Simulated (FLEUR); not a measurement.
## Energy of SiC along an even scaling of the cell

System: SiC (2 atoms in the cell).
Method: Kohn-Sham DFT of a periodic cell, WC, all-electron, no spin polarisation (FLEUR MaX-R8.1 (later development tree)).

The 5 runs differ only in the geometry, by an even scaling of the cell at fixed fractional positions. The structure derives from an entry of the Crystallography Open Database.

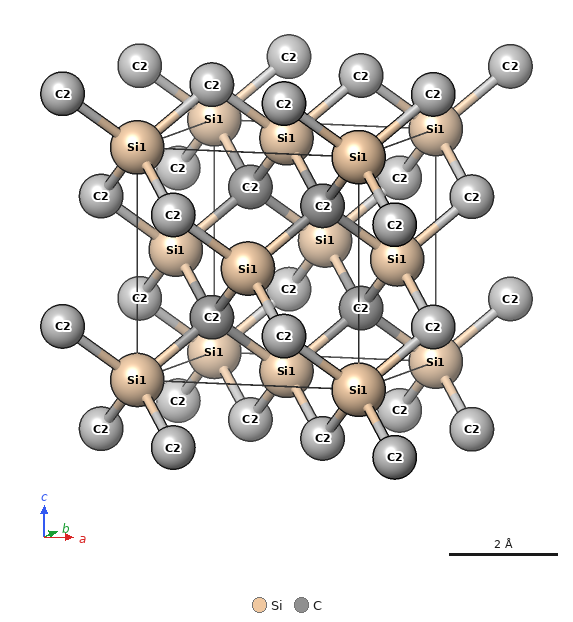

Figure 1. The structure of run 3 (ball-and-stick view of the cell 4 times as large as that of the calculation, set on its symmetry axes, seen slightly off an axis; neighbours outside the cell are drawn fainter; atoms are numbered from 1 in the order of the input).

**Input of run 3**
```
<?xml version="1.0" encoding="UTF-8" standalone="no"?>
<fleurInput fleurInputVersion="0.39">
   <comment>
      SiC                                                                                                 
   </comment>
   <calculationSetup>
      <cutoffs Kmax="5.7" Gmax="17.7" GmaxXC="17.7" numbands="0"/>
      <scfLoop itmax="60" minDistance="0.00001" maxIterBroyd="15" imix="Anderson" alpha="0.05" precondParam="0.0" spinf="2.0" sdNocoIR="T"/>
      <coreElectrons ctail="T" frcor="F" kcrel="0" coretail_lmax="0"/>
      <xcFunctional name="wc" relativisticCorrections="F"/>
      <magnetism jspins="1"/>
      <soc l_soc="F" theta="0.0" phi="0.0" spav="F"/>
      <expertModes spex="0" secvar="F"/>
      <geometryOptimization l_f="F" forcealpha="1.0" forcemix="BFGS" epsdisp="0.00001" epsforce="0.00001"/>
      <ldaU l_linMix="F" mixParam="0.05" spinf="1.0"/>
   </calculationSetup>
   <cell>
      <bzIntegration valenceElectrons="16.0" mode="hist" fermiSmearingEnergy="0.00183747">
         <kPointListSelection listName="default-1"/>
         <!-- k-points included here -->
         <xi:include xmlns:xi="http://www.w3.org/2001/XInclude" href="kpts.xml"> </xi:include>
      </bzIntegration>
      <!-- symmetry operations included here -->
      <xi:include xmlns:xi="http://www.w3.org/2001/XInclude" href="sym.xml"> </xi:include>
      <bulkLattice scale="1.0000000000">
         <bravaisMatrix>
            <row-1>    0.0000000000000000     4.1177132255033992     4.1177132255033992</row-1>
            <row-2>    4.1177132255033992     0.0000000000000000     4.1177132255033992</row-2>
            <row-3>    4.1177132255033992     4.1177132255033992     0.0000000000000000</row-3>
         </bravaisMatrix>
      </bulkLattice>
   </cell>
   <atomSpecies>
      <species name="Silicon (Si)" element="Si" atomicNumber="14">
         <mtSphere radius="1.72" gridPoints="585" logIncrement="0.019"/>
         <atomicCutoffs lmax="8" lnonsphr="6"/>
         <electronConfig flipSpins="F">
            <coreConfig>(1s1/2)</coreConfig>
            <valenceConfig>(2s1/2) (2p1/2) (2p3/2) (3s1/2) (3p1/2) (3p3/2)</valenceConfig>
            <stateOccupation state="(3p1/2)" spinUp="0.333333" spinDown="0.333333"/>
            <stateOccupation state="(3p3/2)" spinUp="0.666667" spinDown="0.666667"/>
         </electronConfig>
         <energyParameters s="3" p="3" d="3" f="4"/>
         <lo type="SCLO" l="0" n="2" eDeriv="0"/>
         <lo type="SCLO" l="1" n="2" eDeriv="0"/>
         <lo type="SCLO" l="2" n="3" eDeriv="2"/>
         <lo type="SCLO" l="3" n="4" eDeriv="2"/>
      </species>
      <species name="Carbon (C)" element="C" atomicNumber="6">
         <mtSphere radius="1.49" gridPoints="507" logIncrement="0.02"/>
         <atomicCutoffs lmax="8" lnonsphr="6"/>
         <electronConfig flipSpins="F">
            <coreConfig>(1s1/2)</coreConfig>
            <valenceConfig>(2s1/2) (2p1/2) (2p3/2)</valenceConfig>
            <stateOccupation state="(2p1/2)" spinUp="0.333333" spinDown="0.333333"/>
            <stateOccupation state="(2p3/2)" spinUp="0.666667" spinDown="0.666667"/>
         </electronConfig>
         <energyParameters s="2" p="2" d="3" f="4"/>
         <lo type="SCLO" l="0" n="2" eDeriv="2"/>
         <lo type="SCLO" l="1" n="2" eDeriv="2"/>
         <lo type="SCLO" l="2" n="3" eDeriv="2"/>
      </species>
   </atomSpecies>
   <atomGroups>
      <atomGroup species="Silicon (Si)">
         <relPos label="                   1">.0000000000 .0000000000 .0000000000</relPos>
         <force calculate="T" relaxXYZ="TTT"/>
      </atomGroup>
      <atomGroup species="Carbon (C)">
         <relPos label="                   2">-1.000/4.000 -1.000/4.000 -1.000/4.000</relPos>
         <force calculate="T" relaxXYZ="TTT"/>
      </atomGroup>
   </atomGroups>
   <output dos="F" band="F" slice="F">
      <checks vchk="F" cdinf="F"/>
      <bandDOS minEnergy="-.5*Htr" maxEnergy="0.5*Htr" sigma="0.015" storeEVData="T"/>
      <vacuumDOS vacdos="F" integ="F" star="F" nstars="0" locx1="0.0" locy1="0.0" locx2="0.0" locy2="0.0" nstm="0" tworkf="0.0"/>
      <unfoldingBand unfoldBand="F" supercellX="1" supercellY="1" supercellZ="1"/>
      <plotting iplot="0" polar="F">
         <plot TwoD="T" vec1="  1.0  0.0  0.0" vec2="  0.0  1.0  0.0" vec3="  0.0  0.0  1.0" zero="  0.0  0.0  0.0" file="plot"/>
      </plotting>
      <chargeDensitySlicing numkpt="0" minEigenval="0.0" maxEigenval="0.0" nnne="0" pallst="F"/>
      <specialOutput eonly="F"/>
      <moessbauerParams electricFieldGradient="T" isomerShift="T" coreHyperfine="T" valenceHyperfine="T"/>
      <magneticCircularDichroism mcd="F" energyLo="-10.0" energyUp="0.0"/>
   </output>
  <!-- We include the file relax.xml here to enable relaxations (see documentation) -->
  <xi:include xmlns:xi="http://www.w3.org/2001/XInclude" href="relax.xml"> <xi:fallback/> </xi:include>
</fleurInput>
```

Command:
```bash
inpgen -f crystal.txt -profile fastHighL; fleur_MPI
```

Lattice vectors (Å) and fractional positions of run 3:
```
   0.000000    2.179000    2.179000
   2.179000    0.000000    2.179000
   2.179000    2.179000    0.000000
Si  0.000000  0.000000  0.000000
C   0.750000  0.750000  0.750000
```

Run 4 has the same physical settings and fractional positions; its lattice vectors (Å) are:
```
   0.000000    2.207674    2.207674
   2.207674    0.000000    2.207674
   2.207674    2.207674    0.000000
```

**Results, with one run withheld**

| run | volume per atom (Å³) | free energy per atom, from the lowest run given (meV) | gap on the mesh (eV) |
| --- | --- | --- | --- |
| 1 | 9.725 | 27.26 | 1.23 |
| 2 | 9.932 | 11.47 | 1.25 |
| 3 | 10.346 | 0.00 | 1.28 |
| 4 | 10.760 | ? | ? |
| 5 | 10.967 | 24.31 | 1.33 |

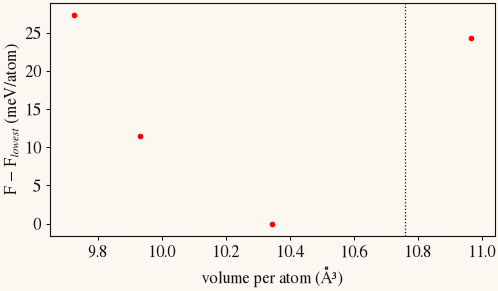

Figure 2. Free energy per atom of the runs given; the dotted line marks run 4.

What should run 4 give?

A quadratic polynomial in V^(−2/3) (the Birch–Murnaghan form), fitted to the 4 runs given, misses them by at most 0.02 meV per atom. With x = V^(−2/3) − 0.21228 Å⁻², it reads F = 0.79837 + 1073.3 x + 3.6085e+05 x² (meV per atom). At run 4 it gives 11.39 meV per atom, and the run itself gives 11.37. The fit has its minimum at 10.333 Å³ per atom, where V d²F/dV² gives 221 GPa: the bulk modulus at this level, since symmetry fixes the shape and the positions. The gap on the mesh goes, without turning, from 1.23 eV in run 1 to 1.33 eV in run 5; run 4 has 1.31 eV. These are gaps of this functional on this mesh, which can miss the band edges; they aren't the measured gap.

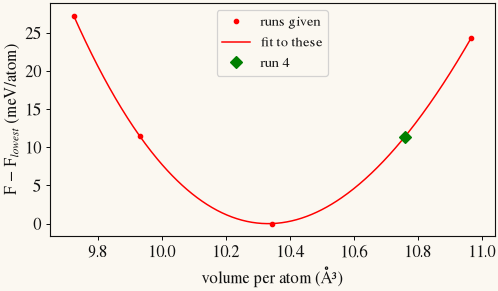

Figure 3. The fit and the withheld run.

**End of the output (run 4)**
```
[...]

 Iteration:     7   Distance:       0.14585887 me/bohr^3
Nuclear radius smaller than smallest radial mesh point for atom type 2 -- skipping its core isomer shift
Nuclear radius smaller than smallest radial mesh point for atom type 2 -- skipping its isomer shift

 Iteration:     8   Distance:       0.02028138 me/bohr^3
Nuclear radius smaller than smallest radial mesh point for atom type 2 -- skipping its core isomer shift
Nuclear radius smaller than smallest radial mesh point for atom type 2 -- skipping its isomer shift

 Iteration:     9   Distance:       0.01093846 me/bohr^3
Nuclear radius smaller than smallest radial mesh point for atom type 2 -- skipping its core isomer shift
Nuclear radius smaller than smallest radial mesh point for atom type 2 -- skipping its isomer shift

 Iteration:    10   Distance:       0.00251858 me/bohr^3
Nuclear radius smaller than smallest radial mesh point for atom type 2 -- skipping its core isomer shift
Nuclear radius smaller than smallest radial mesh point for atom type 2 -- skipping its isomer shift

 Iteration:    11   Distance:       0.00378411 me/bohr^3
Nuclear radius smaller than smallest radial mesh point for atom type 2 -- skipping its core isomer shift
Nuclear radius smaller than smallest radial mesh point for atom type 2 -- skipping its isomer shift

 Iteration:    12   Distance:       0.00012712 me/bohr^3
Nuclear radius smaller than smallest radial mesh point for atom type 2 -- skipping its core isomer shift
Nuclear radius smaller than smallest radial mesh point for atom type 2 -- skipping its isomer shift

 Iteration:    13   Distance:       0.00001688 me/bohr^3
Nuclear radius smaller than smallest radial mesh point for atom type 2 -- skipping its core isomer shift
Nuclear radius smaller than smallest radial mesh point for atom type 2 -- skipping its isomer shift

 Iteration:    14   Distance:       0.00000450 me/bohr^3

 ********************************************************************
 Run finished successfully
 Stop message:
   all done
 ********************************************************************
```
